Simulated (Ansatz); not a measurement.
Single-point calculation of Al

The run: single-point calculation of Al (P6₃/mmc, 2 atoms in the cell). Method and program: DFT PBEsol, scalar-relativistic, plane waves, PAW, no spin polarisation (Ansatz 0.2.0).

The structure derives from a Materials Project entry. Figures and captions count atoms from 1; the log counts them from 0 in places.

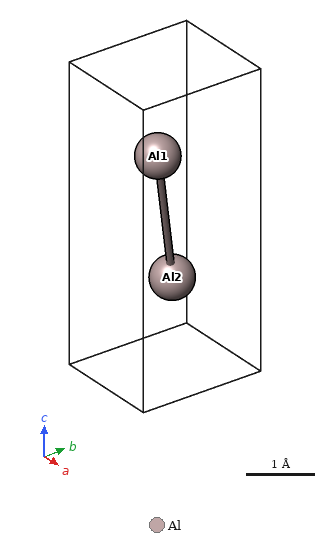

Fig. 1: The input geometry (ball-and-stick view of the cell of the calculation, seen slightly off an axis; atoms are numbered from 1 in the order of the input). An atom can appear more than once, as a periodic image.

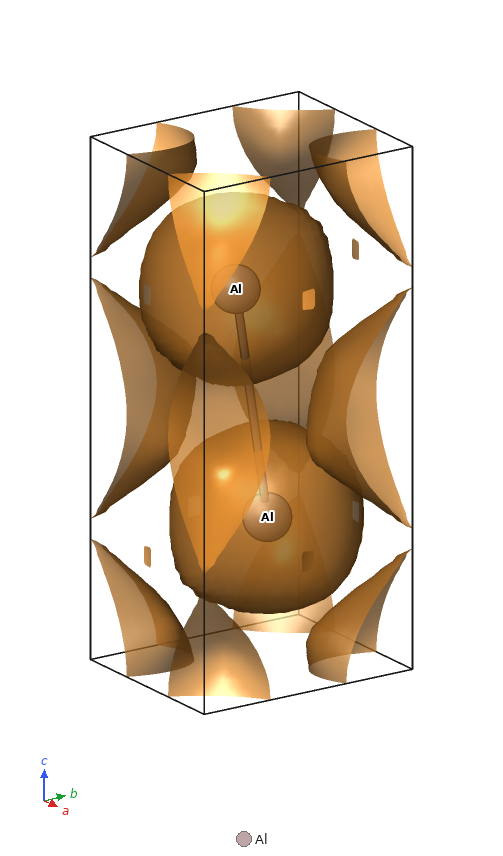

Fig. 2: Isosurface of the ELF at 0.5 (orange), seen slightly off an axis. Core shells and regions of very low density are left out. Sticks mark near contacts. The outline is the cell set on symmetry axes. Along the contacts the grid gives the following. Al–Al (2.84 Å): the ELF peaks at about 0.65 between the atoms. In a PAW calculation such maps are meaningful between the atoms, not at the nuclei.

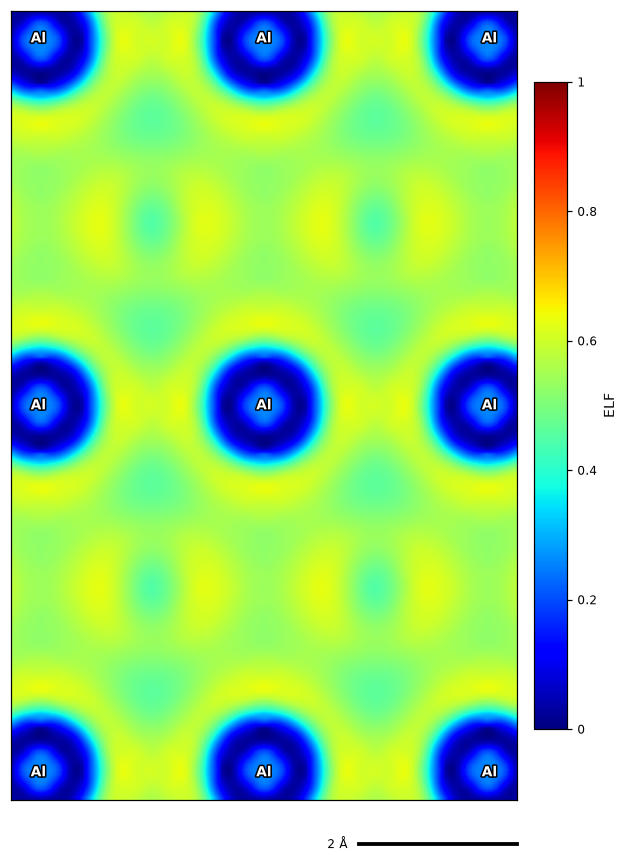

Fig. 3: ELF on the (010) plane of the conventional cell. The section cuts through Al sites. Al–Al (2.85 Å): the ELF is about 0.60 at the midpoint (nearly free electrons, as in a simple metal).

The input and output of the run follow.

Input file
```yaml
crystal:
  lattice:
    - [2.8500701807, 0.0, 0.0]
    - [-1.4250350903, 2.4682331791, 0.0]
    - [0.0, 0.0, 4.6373162797]
  atoms:
    - { symbol: Al, position: [0.6666666667, 0.3333333333, 0.75] }
    - { symbol: Al, position: [0.3333333333, 0.6666666667, 0.25] }
basis:
  ecutwfc: 420
kpoints:
  mp_grid: { grid: [24, 24, 14] }
hamiltonian:
  xc: pbesol
scf:
  occupations: { method: gaussian, width: 0.15 }
output:
  forces: true
  stress: true
  eigenvalues: true
  write_density: true
  write_potential: true
  elf: true
  volumetric_format: npy
```

Launched with:
```bash
ansatz run input.yaml --threads 2 --pin off --max-ram 5120MiB --backend cpu --events-out ev --progress --plain --runs-dir out
```

What the program printed
```
Engine: ansatz 0.2.0, x86_64-unknown-linux-gnu
Pseudopotentials: kind: paw
Pseudopotential: Al, paw, valence charge 3, recommended cutoff 420 eV (normal), Al.paw.azcp
Functional definition: PBEsol
  exchange = pbesol_x
  correlation = pbesol_c
Crystal: 2 atoms, lattice volume = 32.622 Å³
Basis set: ecut = 420 eV, 627 PW (Γ), exchange–correlation on 40×40×64 points (8 copies of the dense FFT grid, shifted against one another)
Bands: 7, of which v1, the nominal top of the filled ones, is band 3 counted from 1 (2 counted from 0)
Symmetry: 24 space group operations
Space group: P63/mmc (ITA 194), of the structure as read, at distance tolerance 3.2e-5 Å
k-points: 488 of 8064
Non-local potential: Al, projectors of the file, l = 0: 2, l = 1: 2, l = 2: 1
PAW form: soft (Blöchl's): semilocal exchange-correlation on the pseudo side does not see the compensation charge
PAW frozen core: Al, regenerated for the run's functional, and the local potential with it (the file was generated under x = pbe(κ = 0.804, μ = 0.2195149727645171), c = pbe(β = 0.06672455060314922))
PAW one-centre angular grid: Al, 110 points (default); XC on 64 Gauss nodes
Initial density: superposition of atomic densities (neutral atoms: chi_scale 0, normalization atom), corrected by the library's trained network
Initial wavefunctions: pseudopotential atomic-orbital guess
Functional: x = pbesol(κ = 0.804, μ = 0.12345679012345678), c = pbesol(β = 0.046)
SCF iter   1: F=—  HF=-1049.034687 eV  |F-HF|=—  |Δ(HF+E_count)|=         —  Δρ=2.00e-3  dr2=1.54e-3  ethr=1.77e-3  ⟨swp⟩=5.2  Hψ=27559  notcnv=0
preconditioner: auto → none  [metal: Δε(μ)=0.009 eV  Ē_g=9.019 eV  σ=0.150 eV  W_gap=0.04  n_scr=2 (ndim 8)  ℏωp=15.9 eV  f_vac=0.000  D(μ)=0.84/eV (n_scr^D=2)  sad-step TF]
SCF iter   2: F=—  HF=-1049.034459 eV  |F-HF|=—  |Δ(HF+E_count)|=   2.28e-4  Δρ=1.22e-3  dr2=5.90e-4  ethr=2.57e-5  ⟨swp⟩=1.0  Hψ=7337  notcnv=0
SCF iter   3: F=—  HF=-1049.034270 eV  |F-HF|=—  |Δ(HF+E_count)|=   1.89e-4  Δρ=4.54e-5  dr2=3.89e-7  ethr=9.83e-6  ⟨swp⟩=1.9  Hψ=4432  notcnv=0
SCF iter   4: F=—  HF=-1049.034268 eV  |F-HF|=—  |Δ(HF+E_count)|=   1.78e-6  Δρ=7.00e-6  dr2=1.28e-8  ethr=6.49e-9  ⟨swp⟩=2.1  Hψ=4844  notcnv=0
iter 5 did not close the SCF: its close was put off for the readings that it lacked (scf_convergence_deferred on its scf_iter line)
SCF iter   5: F=-1049.034268 eV  HF=-1049.034268 eV  |F-HF|=5.68e-11  |Δ(HF+E_count)|=   2.25e-9  Δρ=1.05e-6  dr2=1.79e-10  ethr=2.13e-10  ⟨swp⟩=1.5  Hψ=3884  notcnv=0
SCF iter   6: F=-1049.034268 eV  HF=-1049.034268 eV  |F-HF|=2.27e-13  |Δ(HF+E_count)|=  5.02e-11  Δρ=1.83e-8  dr2=7.50e-14  ethr=2.99e-12  ⟨swp⟩=4.2  Hψ=14770  notcnv=0
SCF 1 converged in 6 iterations: F = -1049.034268 eV  dr2 = 7.50e-14
  greatest PAW one-centre occupation: 0.457 electrons in one spin orbital (limit 2), on the Al atom at site 1 (counted from 0), in its partial waves of l = 0
SCF converged after 6 iterations
Free energy (F): -1049.034268 eV
Harris-Foulkes:  -1049.034268 eV  (|F-HF|=2.27e-13)
Internal energy: -1049.024868 eV  (E = F + TS)
E sigma→0 (E₀):  -1049.029568 eV
Entropy (-TS):   -0.009401 eV (-4.700 meV/atom)
Fermi energy:    8.006626 eV
--- Per-component energies (eV) ---
  E_band       = 21.372434
  E_kinetic    = 45.938792
  E_local      = 19.866604  (includes V_loc(G=0)·N_el)
  E_nonlocal   = 20.911055
  E_hartree    = 0.197406
  E_xc         = -78.949464
  E_vxc        = -58.487007  (∫ρ·V_xc dr)
  E_paw        = -909.437947  (= ΣΔE_a)
  E_vpaw       = -7.251816  (= ΣTr[D̂ρ^β])
  E_aug_tail   = -0.000005  (compensation charges beyond the density's cutoff)
  E_ewald      = -147.589586
  E_core_change = 0.038278  (= ΣΔE_core)
  E_smearing   = -0.009401  (= −TS)
  E_closure    = 0.000000  (closes the sum)
  Σ components = -1049.034268   (vs F -1049.034268, Δ=0.00e0)
--- Forces (eV/Å), atoms counted from 1 ---
  atom   1  Al     0.00000000    -0.00000000     0.00000000
  atom   2  Al     0.00000000    -0.00000000     0.00000000
  max |Σ_I F_I| component: 4.63e-18 eV/Å
--- Stress (GPa, compression-positive) ---
       -0.385189       0.000000       0.000000
        0.000000      -0.385189       0.000000
        0.000000       0.000000       0.868524
  P = ⅓ Tr σ = 0.0327 GPa (0.327 kbar)
--- Band table (eV; the first three rows and the last of 488) ---
  k-point 0: bands = ["-3.2006", "3.3929", "3.6527", "18.5711", "18.5711", "18.9342", "18.9342"]
  k-point 1: bands = ["-3.1655", "2.6054", "4.5017", "18.5980", "18.5980", "18.9639", "18.9639"]
  k-point 2: bands = ["-3.0602", "1.7639", "5.5275", "18.4544", "18.6784", "18.6784", "19.0528"]
  k-point 487: bands = ["5.6318", "5.6318", "6.4191", "6.4191", "6.9859", "6.9859", "18.2092"]
```

Summary

| quantity | value |
| --- | --- |
| outcome | converged |
| space group (tolerance 0.01 Å) | P6₃/mmc (194) |
| electrons treated | 6 |
| free energy | −1049.0343 eV |
| Fermi energy | 8.007 eV |
| gap on the k-point mesh | none (metallic) |
| pressure | 0.03 GPa |
| largest force (length of the vector) | under 0.001 eV/Å |
| hardware | 2 threads of AMD EPYC (Zen 3), 189 GiB of memory available, shared host |
| wall time | 8.4 s (CPU time 15 s) |
| peak memory | 0.42 GiB |
